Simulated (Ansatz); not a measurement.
**Run report: SiC$_{12}$, geometry relaxation (part 3 of 3)**

Continued. System: SiC$_{12}$ (slab, 13 atoms in the cell). Method: DFT PBE, scalar-relativistic, plane waves, PAW, PAW set soft_1, no spin polarisation (Ansatz 0.2.0); cutoff 420 eV, 6×3×1 k-mesh, Gaussian smearing of 0.1 eV. The structure derives from a Materials Project entry. The input holds or restrains some coordinates. Forces given for the steps count only the free coordinates.

Geometry of the input (Å; fractional positions):
```
4.9327  0.0000  0.0000
-1.2332  8.7859  0.0000
0.0000  0.0000  20.2907
C  0.0197  0.0788  0.1971
C  0.5197  0.0788  0.1971
C  0.2746  0.0985  0.2312
C  0.7746  0.0985  0.2312
C  0.2845  0.1379  0.2992
C  0.7845  0.1379  0.2992
C  0.0393  0.1572  0.3324
C  0.5393  0.1572  0.3324
C  0.0497  0.1987  0.4035
C  0.5497  0.1987  0.4035
C  0.3041  0.2163  0.4332
C  0.8041  0.2163  0.4332
Si 0.6791  0.7163  0.4254
```

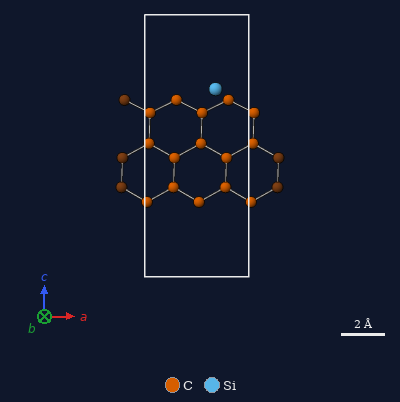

Fig. 1: The geometry at step 5 of the log (ball-and-stick view of the cell of the calculation, with the vacuum cut short, along the b axis; neighbours outside the cell are drawn fainter).

**Output, continued**
```
  k-point 2: bands = ["-22.2094", "-20.5042", "-19.3611", "-18.1789", "-17.8366", "-16.4657", "-15.6252", "-15.0101", "-13.7799", "-13.1720", "-11.4195", "-10.4865", "-10.1997", "-10.0862", "-10.0552", "-9.8245", "-8.8688", "-8.4916", "-7.4232", "-6.9042", "-6.5003", "-5.5659", "-4.2131", "-3.9565", "-3.7924", "-3.6631", "-3.5963", "-3.3150", "-3.2294", "-3.1140", "-2.8180", "-0.9932", "0.1710", "0.4733", "0.4935", "1.1044", "1.8791", "2.2706", "2.4135"]
  k-point 9: bands = ["-21.2480", "-21.2419", "-19.5766", "-19.5734", "-17.3239", "-17.3207", "-13.6687", "-13.6664", "-12.4173", "-12.4145", "-11.7652", "-11.7643", "-10.4067", "-10.2094", "-10.2061", "-9.4936", "-9.4898", "-9.0461", "-9.0404", "-7.3589", "-7.3529", "-5.3279", "-5.3227", "-3.9711", "-3.8010", "-3.7424", "-3.6872", "-3.6486", "-3.5299", "-3.3934", "-0.7114", "-0.7049", "1.6139", "1.7675", "1.8721", "1.9558", "2.0914", "2.5026", "2.5424"]
--- Relaxed structure (8 steps of the walk, 8 accepted, 0 SCFs on fresh bases) ---
  F+E_penalty+E_count = -3629.54429213 eV   max|allowed force component| = 6.605e-4 eV/Å
  atoms:
    - { symbol: C, position: [0.019700504499999997, 0.0788020181, 0.19713450869999996] }
    - { symbol: C, position: [0.5197005045, 0.0788020181, 0.19713450869999996] }
    - { symbol: C, position: [0.2746256306, 0.0985025226, 0.23117041709999997] }
    - { symbol: C, position: [0.7746256306000001, 0.0985025226, 0.23117041709999997] }
    - { symbol: C, position: [0.2844758829, 0.1379035317, 0.2992422339] }
    - { symbol: C, position: [0.7844758829000001, 0.1379035317, 0.2992422339] }
    - { symbol: C, position: [0.0392966974, 0.1571967136, 0.33240235169999993] }
    - { symbol: C, position: [0.5392966973999999, 0.1571967136, 0.33240235169999993] }
    - { symbol: C, position: [0.049676942599999996, 0.19872122679999998, 0.4035397394] }
    - { symbol: C, position: [0.5496769425999999, 0.19872122679999998, 0.4035397394] }
    - { symbol: C, position: [0.3040736089, 0.21631072969999998, 0.4332382874999999] }
    - { symbol: C, position: [0.8040736089, 0.21631072969999998, 0.4332382874999999] }
    - { symbol: Si, position: [0.6790736089, 0.7163107297, 0.47619266840941205] }
```

**Trajectory as extended XYZ (Å, eV, eV/Å), 8 frames, from step=1 to step=8**
```
13
Lattice="4.9327 0.0000 0.0000 -1.2332 8.7859 0.0000 0.0000 0.0000 20.2907" Properties=species:S:1:pos:R:3:forces:R:3 step=1 energy=-3629.51581
C     0.0000    0.6923    4.0000   -0.0026   0.4009   1.6465
C     2.4663    0.6923    4.0000    0.0023   0.4143   1.6443
C     1.2332    0.8654    4.6906    0.0044  -0.7956  -3.1660
C     3.6995    0.8654    4.6906   -0.0040  -0.7921  -3.1785
C     1.2332    1.2116    6.0718    0.0135   0.3634   1.4237
C     3.6995    1.2116    6.0718   -0.0148   0.3575   1.4251
C     0.0000    1.3811    6.7447    0.0178  -0.0056   0.0312
C     2.4663    1.3811    6.7447   -0.0157  -0.0453   0.0295
C     0.0000    1.7459    8.1881    0.0123  -0.0548  -0.2224
C     2.4663    1.7459    8.1881   -0.0122  -0.0965  -0.3654
C     1.2332    1.9005    8.7907    0.0484   0.1879   0.3146
C     3.6995    1.9005    8.7907   -0.0475   0.1431   0.3718
Si    2.4663    6.2934    8.6307   -0.0018  -0.0769   0.0463
13
Lattice="4.9327 0.0000 0.0000 -1.2332 8.7859 0.0000 0.0000 0.0000 20.2907" Properties=species:S:1:pos:R:3:forces:R:3 step=2 energy=-3629.51975
C     0.0000    0.6923    4.0000   -0.0024   0.4026   1.6521
C     2.4663    0.6923    4.0000    0.0021   0.4162   1.6495
C     1.2332    0.8654    4.6906    0.0050  -0.7972  -3.1707
C     3.6995    0.8654    4.6906   -0.0046  -0.7938  -3.1828
C     1.2332    1.2116    6.0718    0.0141   0.3629   1.4242
C     3.6995    1.2116    6.0718   -0.0155   0.3588   1.4260
C     0.0000    1.3811    6.7447    0.0165  -0.0048   0.0313
C     2.4663    1.3811    6.7447   -0.0146  -0.0444   0.0299
C     0.0000    1.7459    8.1881    0.0128  -0.0557  -0.2279
C     2.4663    1.7459    8.1881   -0.0127  -0.0996  -0.3757
C     1.2332    1.9005    8.7907    0.0512   0.1916   0.3199
C     3.6995    1.9005    8.7907   -0.0503   0.1452   0.3793
Si    2.4663    6.2934    8.7166   -0.0018  -0.0818   0.0450
13
Lattice="4.9327 0.0000 0.0000 -1.2332 8.7859 0.0000 0.0000 0.0000 20.2907" Properties=species:S:1:pos:R:3:forces:R:3 step=3 energy=-3629.52807
C     0.0000    0.6923    4.0000   -0.0018   0.4068   1.6655
C     2.4663    0.6923    4.0000    0.0016   0.4205   1.6630
C     1.2332    0.8654    4.6906    0.0054  -0.8007  -3.1811
C     3.6995    0.8654    4.6906   -0.0051  -0.7976  -3.1930
C     1.2332    1.2116    6.0718    0.0157   0.3618   1.4243
C     3.6995    1.2116    6.0718   -0.0169   0.3609   1.4277
C     0.0000    1.3811    6.7447    0.0144  -0.0032   0.0310
C     2.4663    1.3811    6.7447   -0.0126  -0.0420   0.0302
C     0.0000    1.7459    8.1881    0.0132  -0.0568  -0.2384
C     2.4663    1.7459    8.1881   -0.0131  -0.1052  -0.3957
C     1.2332    1.9005    8.7907    0.0566   0.1980   0.3313
C     3.6995    1.9005    8.7907   -0.0557   0.1487   0.3955
Si    2.4663    6.2934    8.9116   -0.0016  -0.0912   0.0398
13
Lattice="4.9327 0.0000 0.0000 -1.2332 8.7859 0.0000 0.0000 0.0000 20.2907" Properties=species:S:1:pos:R:3:forces:R:3 step=4 energy=-3629.53511
C     0.0000    0.6923    4.0000   -0.0013   0.4108   1.6782
C     2.4663    0.6923    4.0000    0.0012   0.4241   1.6757
C     1.2332    0.8654    4.6906    0.0057  -0.8038  -3.1909
C     3.6995    0.8654    4.6906   -0.0055  -0.8010  -3.2029
C     1.2332    1.2116    6.0718    0.0169   0.3612   1.4249
C     3.6995    1.2116    6.0718   -0.0181   0.3626   1.4296
C     0.0000    1.3811    6.7447    0.0128  -0.0016   0.0308
C     2.4663    1.3811    6.7447   -0.0112  -0.0390   0.0305
C     0.0000    1.7459    8.1881    0.0134  -0.0575  -0.2482
C     2.4663    1.7459    8.1881   -0.0133  -0.1092  -0.4120
C     1.2332    1.9005    8.7907    0.0609   0.2014   0.3422
C     3.6995    1.9005    8.7907   -0.0601   0.1502   0.4103
Si    2.4663    6.2934    9.1066   -0.0014  -0.0982   0.0319
13
Lattice="4.9327 0.0000 0.0000 -1.2332 8.7859 0.0000 0.0000 0.0000 20.2907" Properties=species:S:1:pos:R:3:forces:R:3 step=5 energy=-3629.54038
C     0.0000    0.6923    4.0000   -0.0010   0.4143   1.6899
C     2.4663    0.6923    4.0000    0.0009   0.4271   1.6874
C     1.2332    0.8654    4.6906    0.0060  -0.8065  -3.2003
C     3.6995    0.8654    4.6906   -0.0058  -0.8041  -3.2124
C     1.2332    1.2116    6.0718    0.0178   0.3609   1.4261
C     3.6995    1.2116    6.0718   -0.0189   0.3639   1.4321
C     0.0000    1.3811    6.7447    0.0116   0.0000   0.0306
C     2.4663    1.3811    6.7447   -0.0102  -0.0356   0.0307
C     0.0000    1.7459    8.1881    0.0134  -0.0576  -0.2564
C     2.4663    1.7459    8.1881   -0.0132  -0.1116  -0.4240
C     1.2332    1.9005    8.7907    0.0642   0.2019   0.3517
C     3.6995    1.9005    8.7907   -0.0634   0.1496   0.4230
Si    2.4663    6.2934    9.3016   -0.0011  -0.1023   0.0218
13
Lattice="4.9327 0.0000 0.0000 -1.2332 8.7859 0.0000 0.0000 0.0000 20.2907" Properties=species:S:1:pos:R:3:forces:R:3 step=6 energy=-3629.54038
C     0.0000    0.6923    4.0000   -0.0010   0.4143   1.6898
C     2.4663    0.6923    4.0000    0.0009   0.4271   1.6874
C     1.2332    0.8654    4.6906    0.0060  -0.8065  -3.2004
C     3.6995    0.8654    4.6906   -0.0059  -0.8041  -3.2125
C     1.2332    1.2116    6.0718    0.0178   0.3609   1.4261
C     3.6995    1.2116    6.0718   -0.0189   0.3640   1.4322
C     0.0000    1.3811    6.7447    0.0116   0.0000   0.0306
C     2.4663    1.3811    6.7447   -0.0102  -0.0356   0.0307
C     0.0000    1.7459    8.1881    0.0134  -0.0576  -0.2563
C     2.4663    1.7459    8.1881   -0.0133  -0.1116  -0.4239
C     1.2332    1.9005    8.7907    0.0642   0.2018   0.3516
C     3.6995    1.9005    8.7907   -0.0635   0.1496   0.4230
Si    2.4663    6.2934    9.3016   -0.0011  -0.1023   0.0218
13
Lattice="4.9327 0.0000 0.0000 -1.2332 8.7859 0.0000 0.0000 0.0000 20.2907" Properties=species:S:1:pos:R:3:forces:R:3 step=7 energy=-3629.54351
C     0.0000    0.6923    4.0000   -0.0008   0.4173   1.7003
C     2.4663    0.6923    4.0000    0.0008   0.4296   1.6980
C     1.2332    0.8654    4.6906    0.0061  -0.8088  -3.2092
C     3.6995    0.8654    4.6906   -0.0060  -0.8066  -3.2213
C     1.2332    1.2116    6.0718    0.0183   0.3610   1.4279
C     3.6995    1.2116    6.0718   -0.0194   0.3651   1.4351
C     0.0000    1.3811    6.7447    0.0107   0.0014   0.0302
C     2.4663    1.3811    6.7447   -0.0095  -0.0319   0.0306
C     0.0000    1.7459    8.1881    0.0132  -0.0573  -0.2624
C     2.4663    1.7459    8.1881   -0.0131  -0.1124  -0.4311
C     1.2332    1.9005    8.7907    0.0662   0.1993   0.3591
C     3.6995    1.9005    8.7907   -0.0656   0.1468   0.4331
Si    2.4663    6.2934    9.4966   -0.0009  -0.1035   0.0100
13
Lattice="4.9327 0.0000 0.0000 -1.2332 8.7859 0.0000 0.0000 0.0000 20.2907" Properties=species:S:1:pos:R:3:forces:R:3 step=8 energy=-3629.54429
C     0.0000    0.6923    4.0000   -0.0007   0.4195   1.7080
C     2.4663    0.6923    4.0000    0.0007   0.4312   1.7059
C     1.2332    0.8654    4.6906    0.0062  -0.8103  -3.2158
C     3.6995    0.8654    4.6906   -0.0062  -0.8083  -3.2280
C     1.2332    1.2116    6.0718    0.0185   0.3613   1.4297
C     3.6995    1.2116    6.0718   -0.0196   0.3659   1.4377
C     0.0000    1.3811    6.7447    0.0102   0.0025   0.0295
C     2.4663    1.3811    6.7447   -0.0090  -0.0288   0.0301
C     0.0000    1.7459    8.1881    0.0130  -0.0567  -0.2660
C     2.4663    1.7459    8.1881   -0.0128  -0.1118  -0.4335
C     1.2332    1.9005    8.7907    0.0670   0.1949   0.3636
C     3.6995    1.9005    8.7907   -0.0664   0.1428   0.4395
Si    2.4663    6.2934    9.6623   -0.0008  -0.1023  -0.0007
```

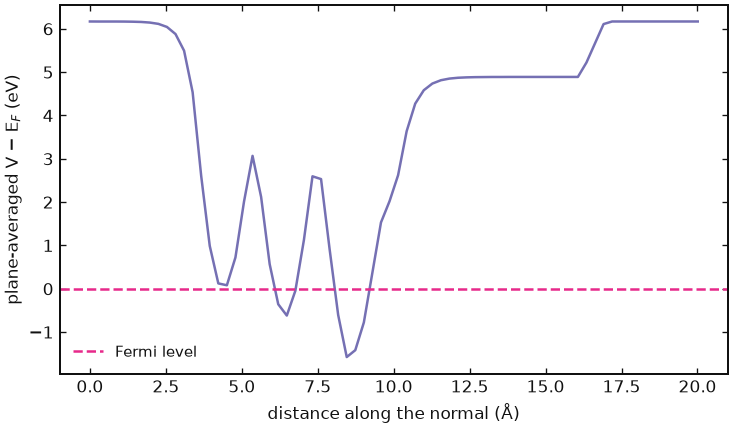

Fig. 2: Plane average of the electrostatic potential energy of an electron across the cell, from the Fermi level. The vacuum level lies 4.89 eV above the Fermi level on the upper side and 6.17 eV on the lower.

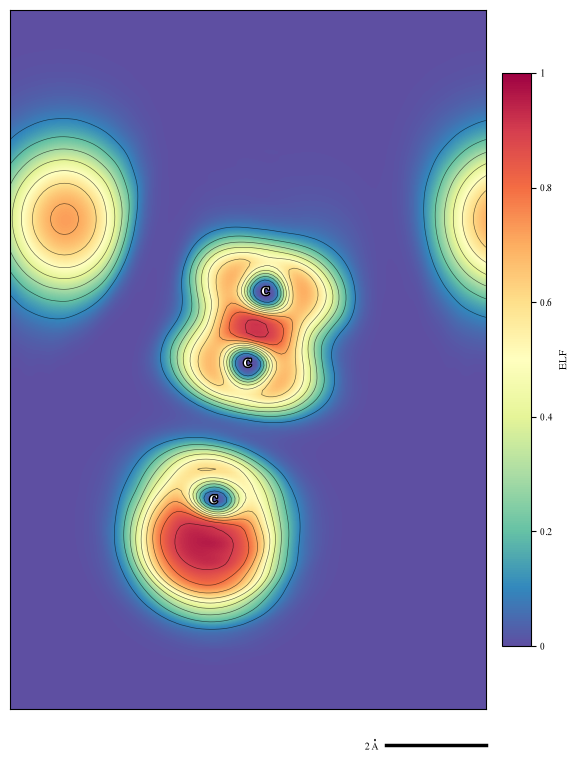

Fig. 3: Electron localisation function on the (100) plane of the calculation cell, a cut from vacuum to vacuum. Core electrons are frozen (PAW), so the fields are smoothed inside the atomic spheres.

**Key numbers**

- outcome: converged under the restraints of the input
- electrons treated: 52
- free energy: −3629.5443 eV
- work function, top face: 4.89 eV
- work function, bottom face: 6.17 eV
- Fermi energy: −3.679 eV
- gap on the k-point mesh: none (metallic)
- final volume: 879.36 Å³
- work function (upper face): 4.89 eV
- largest force (length of the vector) at the end, held atoms and coordinates included: 3.328 eV/Å
- hardware: 4 threads of Arm Neoverse V2, 24 GiB of memory available, shared host
- wall time: 80 s (CPU time 5.2 min)
- peak memory: 1.2 GiB

**Remarks**

Warnings of the run: the exchange-correlation potential is rough where the density is thin.
